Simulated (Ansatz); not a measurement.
A series of calculations on BeS

### Vibrations

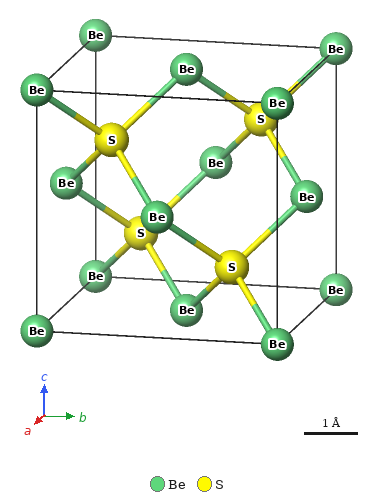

Lattice vibrations of a crystal of BeS relaxed at 12 GPa, at the zone centre. A ball-and-stick model of the conventional cell (4 times the calculation's cell), seen slightly off an axis. Lengths and directions refer to the drawn axes.

The calculation used DFT PBE, scalar-relativistic, plane waves, PAW in Ansatz.

Input
```yaml
crystal:
  lattice:
    - [0.0, 2.3536341701, 2.3536341701]
    - [2.3536341701, 0.0, 2.3536341701]
    - [2.3536341701, 2.3536341701, 0.0]
  atoms:
    - { symbol: Be, position: [0.0, 0.0, 0.0] }
    - { symbol: S, position: [0.75, 0.75, 0.75] }
basis:
  ecutwfc: 420
kpoints:
  mp_grid: { grid: [8, 8, 8] }
hamiltonian:
  xc: pbe
scf:
  occupations: { method: fixed }
output:
  eigenvalues: true
phonons:
  method: dfpt
  dielectric: true
  rigid_motions: translations
  eigenvectors: true
```

Run as
```bash
ansatz run input.yaml --threads 1 --pin off --max-ram 1228MiB --backend cpu --events-out ev --progress --plain --runs-dir out
```

Frequencies are those without the non-analytic (LO–TO) term.

> Which optical modes does it have, at what frequencies, and is it stable there?

The calculation's cell holds 2 atoms, so there are 3 optical modes, in 1 level. The optical modes span T₂. No level is unstable.

```
level  symmetry  frequency (cm⁻¹)                    activity
    1        T₂               648  infrared- and Raman-active
```

The displacement patterns (one member of each degenerate set):

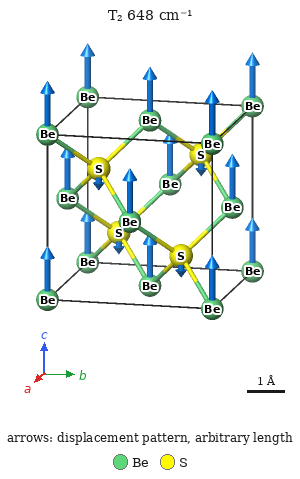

### Vibrations

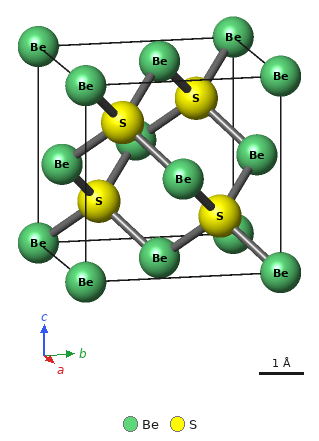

Phonons of solid BeS relaxed at 25 GPa, at the zone centre. Style: ball-and-stick. Shown: the conventional cell (4 times the calculation's cell), slightly off an axis. Lengths and directions refer to the drawn axes.

These are results of DFT PBE, scalar-relativistic, plane waves, PAW (Ansatz), not measurements.

Input file:
```yaml
crystal:
  lattice:
    - [0.0, 2.2894646235, 2.2894646235]
    - [2.2894646235, 0.0, 2.2894646235]
    - [2.2894646235, 2.2894646235, 0.0]
  atoms:
    - { symbol: Be, position: [0.0, 0.0, 0.0] }
    - { symbol: S, position: [0.75, 0.75, 0.75] }
basis:
  ecutwfc: 420
kpoints:
  mp_grid: { grid: [8, 8, 8] }
hamiltonian:
  xc: pbe
scf:
  occupations: { method: fixed }
output:
  eigenvalues: true
phonons:
  method: dfpt
  dielectric: true
  rigid_motions: translations
  eigenvectors: true
```

Command:
```bash
ansatz run input.yaml --threads 1 --pin off --max-ram 1228MiB --backend cpu --events-out ev --progress --plain --runs-dir out
```

Frequencies are those without the non-analytic (LO–TO) term.

Give the spectrum at this point.

Answer. The calculation's cell holds 2 atoms, so there are 3 optical modes, in 1 level. The optical modes span T₂. No level is unstable.

| level | symmetry | frequency (cm⁻¹) | activity |
| --- | --- | --- | --- |
| 1 | T₂ | 723 | infrared- and Raman-active |

The modes drawn as arrows (one member of each degenerate set):

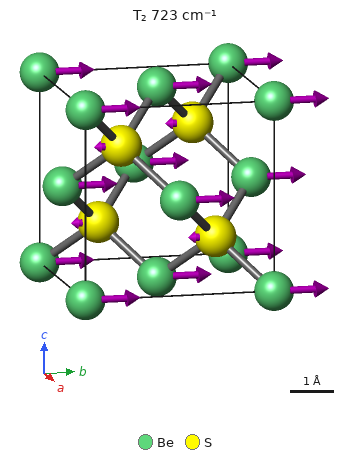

### Softest mode

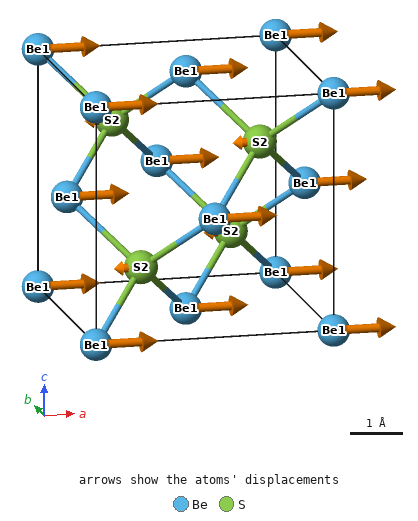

The lowest optical mode of crystalline BeS relaxed at 9 GPa, space group F-43m (No. 216), at the zone centre. Displacements are drawn as orange arrows; their common scale and sign are arbitrary. Style: ball-and-stick. Shown: the conventional cell (4 times the calculation's cell), slightly off an axis. Lengths and directions refer to the drawn axes.

Level of theory: DFT PBEsol, scalar-relativistic, plane waves, PAW in Ansatz. (plane-wave cutoff 420 eV; k-point mesh 8 × 8 × 8; occupations fixed; target pressure 9 GPa; no spin polarisation)

Frequencies are those without the non-analytic (LO–TO) term.

Q: Is the structure stable against all modes at this point?

A: Yes: this softest mode has a real frequency, and so have all others here. That speaks for this wave vector alone: the rest of the zone wasn't checked in this run. This is the T₂ mode (triply degenerate; one member of the set is drawn) at 645 cm⁻¹, the only optical level, infrared- and Raman-active by symmetry. The Be sublattice moves against the S sublattice, along a; the kinetic energy is shared as Be 78 %, S 22 %. Its infrared intensity is 22 (D/Å)²/amu for the set. The value is the transverse one; the longitudinal partner lies at 723 cm⁻¹.
